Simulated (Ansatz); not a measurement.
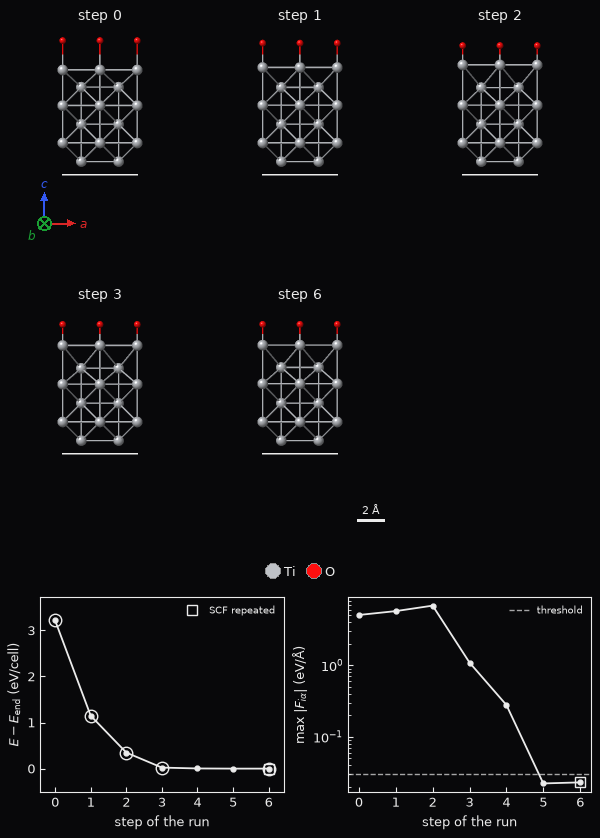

Frames of a constrained relaxation of a slab of composition Ti$_{6}$O (cut from the Fm-3m phase), marked on the history of the run. Style: ball-and-stick. Shown: the 2 × 2 repeat of the cell, outlined in the plane, without the vacuum, along the b axis.

Case: O put at a top Ti site. The slab is the (1 1 0) face of Ti with O on it. 3 atoms are held fixed.

The calculation used DFT PBEsol, scalar-relativistic, plane waves, PAW (Ansatz).

Input
```yaml
crystal:
  lattice:
    - [2.8679135959, 0.0, 0.0]
    - [0.0, 4.0558423031, 0.0]
    - [0.0, 0.0, 26.1697839898]
  atoms:
    - { symbol: Ti, position: [0.5, 0.5, 0.3248020695] }
    - { symbol: Ti, position: [0.0, 0.0, 0.3795964385] }
    - { symbol: Ti, position: [0.5, 0.5, 0.4343908074] }
    - { symbol: Ti, position: [0.0, 0.0, 0.4894145414] }
    - { symbol: Ti, position: [0.5, 0.5, 0.5435313401] }
    - { symbol: Ti, position: [0.0, 0.0, 0.5938857323] }
    - { symbol: O, position: [0.0, 0.0, 0.6802448708] }
basis:
  ecutwfc: 420
kpoints:
  mp_grid: { grid: [10, 7, 1] }
hamiltonian:
  xc: pbesol
scf:
  occupations: { method: gaussian, width: 0.1 }
output:
  forces: true
  eigenvalues: true
  write_density: true
  write_potential: true
  elf: true
  volumetric_format: npy
relax:
  adjacent_minimum: "off"
  f_tol: 0.03
  max_steps: 70
  constraints: [{ sites: [0, 1, 2] }]
efield:
  axis: 3
  dipole_correction: true
  ramp_width: 0.04
```

Run as
```bash
ansatz run input.yaml --threads 2 --pin off --max-ram 5120MiB --backend cpu --events-out ev --progress --plain --runs-dir out
```

### What happens along the run?

The largest move is that of O7, 0.37 Å along the normal (−c). Largest moves by element: O 0.37 Å, Ti 0.30 Å. The cell doesn't change. Near-neighbour distances that change, for instance: Ti6–O7 2.260 → 1.596 Å, Ti4–Ti6 2.734 → 2.977 Å, Ti5–Ti6 2.812 → 3.021 Å, Ti3–Ti5 2.856 → 2.752 Å. After 5 accepted moves (6 points after the start) the energy has fallen by 3.216 eV per cell of the calculation. The largest force component goes from 5.1 to 0.023 eV/Å. 1 step only repeated the SCF at the same geometry. From step 0 to 1: Ti and O atoms move most (0.19 Å), energy −2.068 eV per cell of the calculation. From step 1 to 2: Ti and O atoms move most (0.19 Å), energy −0.800 eV per cell of the calculation. From step 2 to 3: Ti5 moves most (0.13 Å), energy −0.326 eV per cell of the calculation. From step 3 to 6: Ti5 moves most (0.06 Å), energy −22.3 meV per cell of the calculation.

Limits of the set-up: the periodic images lie only 2.9 Å apart, so the values are limited by the cell's size.
